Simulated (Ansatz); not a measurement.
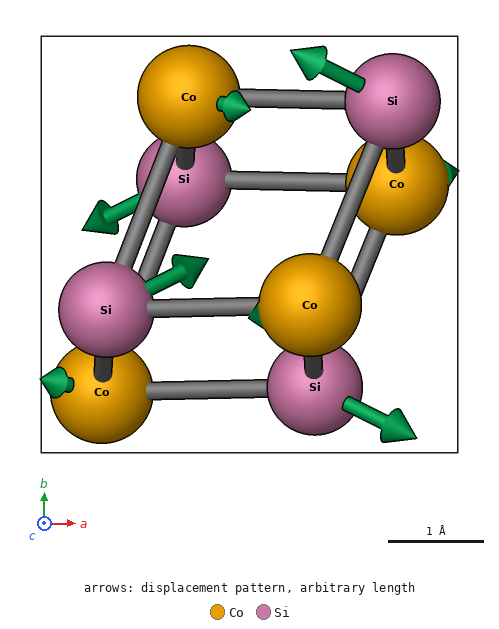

One vibrational mode of a crystal of CoSi at the zone centre. The green arrows give the relative displacements of the atoms. A ball-and-stick model of the cell of the calculation, seen along the c axis.

Level of theory: DFT PBEsol, scalar-relativistic, plane waves, PAW in Ansatz 0.2.0.

Input
```yaml
crystal:
  lattice:
    - [4.3858255181, 0.0, 0.0]
    - [0.0, 4.3858255181, 0.0]
    - [0.0, 0.0, 4.3858255181]
  atoms:
    - { symbol: Co, position: [0.1456446764, 0.1456446764, 0.1456446764] }
    - { symbol: Co, position: [0.3543553236, 0.8543553236, 0.6456446764] }
    - { symbol: Co, position: [0.6456446764, 0.3543553236, 0.8543553236] }
    - { symbol: Co, position: [0.8543553236, 0.6456446764, 0.3543553236] }
    - { symbol: Si, position: [0.84332885, 0.84332885, 0.84332885] }
    - { symbol: Si, position: [0.65667115, 0.15667115, 0.34332885] }
    - { symbol: Si, position: [0.34332885, 0.65667115, 0.15667115] }
    - { symbol: Si, position: [0.15667115, 0.34332885, 0.65667115] }
basis:
  ecutwfc: 420
kpoints:
  mp_grid: { grid: [10, 10, 10] }
hamiltonian:
  xc: pbesol
scf:
  occupations: { method: gaussian, width: 0.15 }
output:
  eigenvalues: true
phonons:
  method: fd
  supercell: [1, 1, 1]
  amplitude: 0.02
  eigenvectors: true
  dielectric: false
```

Run as
```bash
ansatz run input.yaml --threads 2 --pin off --max-ram 5120MiB --backend cpu --events-out ev --progress --plain --runs-dir out
```

**What mode is this, and where does it lie in the spectrum?**

This is the E mode (doubly degenerate; one member of the set is drawn) at 326 cm⁻¹, optical level 6 of 9, counted from below, Raman-active by symmetry. Atoms of one kind move against one another, with no net shift of any sublattice; it stretches the Co–Si bonds (2.40 Å); the kinetic energy is shared as Si 70 %, Co 30 %.

Limits of the set-up: an element that often carries a moment was run without spin polarisation.
